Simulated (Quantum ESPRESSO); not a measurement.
## A series of single points on Sb₂Pt

System: Sb₂Pt (Pa-3, 12 atoms in the cell).
Method: Kohn-Sham DFT of a periodic cell, PBE, SSSP 1.3 efficiency PBE, no spin polarisation (Quantum ESPRESSO 7.5).

The 7 runs differ only in the geometry, by an even scaling of the cell at fixed fractional positions. The structure derives from an entry of the Crystallography Open Database.

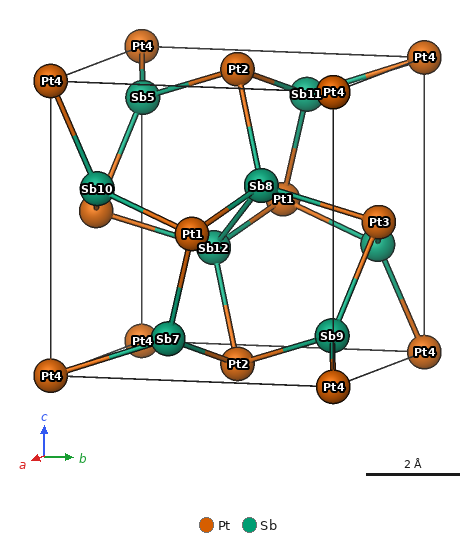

Figure 1. The structure of run 4 (ball-and-stick view of the cell of the calculation, seen slightly off an axis; atoms are numbered from 1 in the order of the input). An atom can appear more than once, as a periodic image.

**Input of run 4**
```
&CONTROL
  calculation = 'scf'
  prefix = 'pwscf'
  outdir = './tmp'
  pseudo_dir = './pseudo'
  tstress = .true.
  disk_io = 'nowf'
/
&SYSTEM
  ibrav = 0
  nat = 12
  ntyp = 2
  ecutwfc = 55
  ecutrho = 440
  nbnd = 115
  occupations = 'smearing'
  smearing = 'fd'
  degauss = 0.00367493
/
&ELECTRONS
  conv_thr = 2.4d-09
  electron_maxstep = 120
  mixing_beta = 0.5
/
ATOMIC_SPECIES
Pt   195.0840 pt_pbe_v1.4.uspp.F.UPF
Sb   121.7600 sb_pbe_v1.4.uspp.F.UPF
CELL_PARAMETERS angstrom
   6.4423000000    0.0000000000    0.0000000000
   0.0000000000    6.4423000000    0.0000000000
   0.0000000000    0.0000000000    6.4423000000
ATOMIC_POSITIONS crystal
Pt     0.0000000000    0.5000000000    0.5000000000
Pt     0.5000000000    0.5000000000    0.0000000000
Pt     0.5000000000    0.0000000000    0.5000000000
Pt     0.0000000000    0.0000000000    0.0000000000
Sb     0.3753000000    0.1247000000    0.8753000000
Sb     0.1247000000    0.8753000000    0.3753000000
Sb     0.8753000000    0.3753000000    0.1247000000
Sb     0.6247000000    0.6247000000    0.6247000000
Sb     0.6247000000    0.8753000000    0.1247000000
Sb     0.8753000000    0.1247000000    0.6247000000
Sb     0.1247000000    0.6247000000    0.8753000000
Sb     0.3753000000    0.3753000000    0.3753000000
K_POINTS automatic
4 4 4 0 0 0
```

Command:
```bash
OMP_NUM_THREADS=1 mpirun -n 2 pw.x -nk 2 -in pw.in > pw.out
```

Run 3 differs from it as follows:
```diff
-   6.4423000000    0.0000000000    0.0000000000
-   0.0000000000    6.4423000000    0.0000000000
-   0.0000000000    0.0000000000    6.4423000000
+   6.3990617845    0.0000000000    0.0000000000
+   0.0000000000    6.3990617845    0.0000000000
+   0.0000000000    0.0000000000    6.3990617845
```

**Results, with one run withheld**

| run | volume per atom (Å³) | free energy per atom, from the lowest run given (meV) | pressure (GPa) |
| --- | --- | --- | --- |
| 1 | 20.944 | 114.35 | 16.03 |
| 2 | 21.390 | 74.78 | 12.40 |
| 3 | 21.836 | ? | ? |
| 4 | 22.281 | 23.02 | 6.34 |
| 5 | 22.727 | 8.86 | 3.79 |
| 6 | 23.173 | 1.42 | 1.50 |
| 7 | 23.618 | 0.00 | −0.54 |

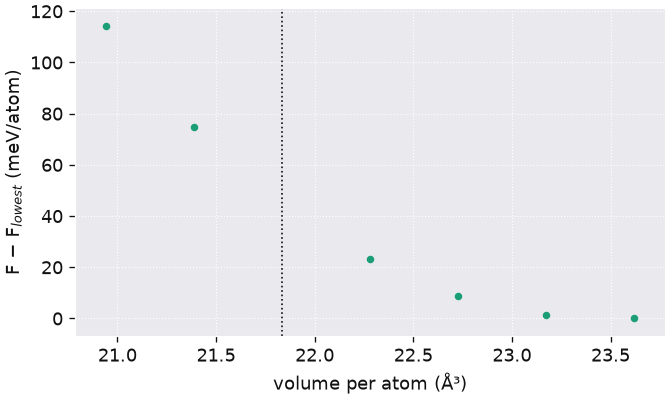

Figure 2. Free energy per atom of the runs given; the dotted line marks run 3.

Fit the runs given and predict run 3.

A cubic polynomial in V^(−2/3) (the Birch–Murnaghan form), fitted to the 6 runs given, misses them by under 0.01 meV per atom. With x = V^(−2/3) − 0.12614 Å⁻², it reads F = 21.442 + 10184 x + 1.2183e+06 x² + 4.3491e+06 x³ (meV per atom). At run 3 it gives 44.66 meV per atom, and the run itself gives 44.69. The slope of the fit gives a pressure −dF/dV of 9.25 GPa there, and the run prints 9.19 GPa. The two needn't agree exactly: the fit is approximate, and the printed stress is taken on a finite basis. The fit has its minimum at 23.507 Å³ per atom, where V d²F/dV² gives 105 GPa. Cell shape and fractional positions are held, so this is the stiffness under even scaling; the relaxed bulk modulus wasn't computed.

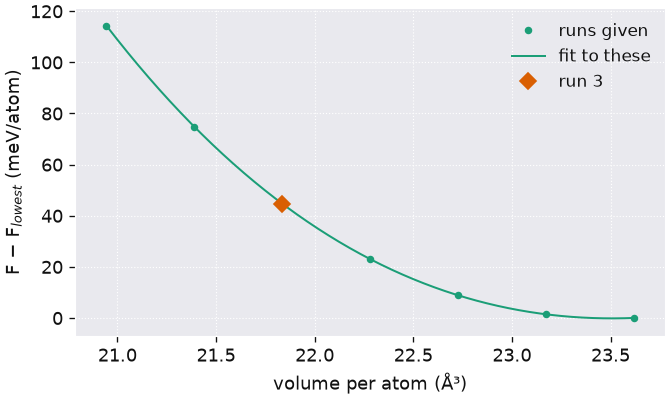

Figure 3. The fit and the withheld run.

**Some lines of the output (run 3)**
```
[...]
     total energy              =   -2322.69552556 Ry
     total energy              =   -2322.74202227 Ry
     total energy              =   -2322.76048030 Ry
     total energy              =   -2322.77206250 Ry
     total energy              =   -2322.77211780 Ry
     total energy              =   -2322.77216266 Ry
     total energy              =   -2322.77216631 Ry
     total energy              =   -2322.77216636 Ry
     total energy              =   -2322.77216637 Ry
     the Fermi energy is    15.0356 ev
!    total energy              =   -2322.77216637 Ry
     The total energy is F=E-TS. E is the sum of the following terms:
     Computing stress (Cartesian axis) and pressure
          total   stress  (Ry/bohr**3)                   (kbar)     P=       91.94
```

Notes on the run: negative rho. Spin–orbit coupling is left out, which matters for Pt.
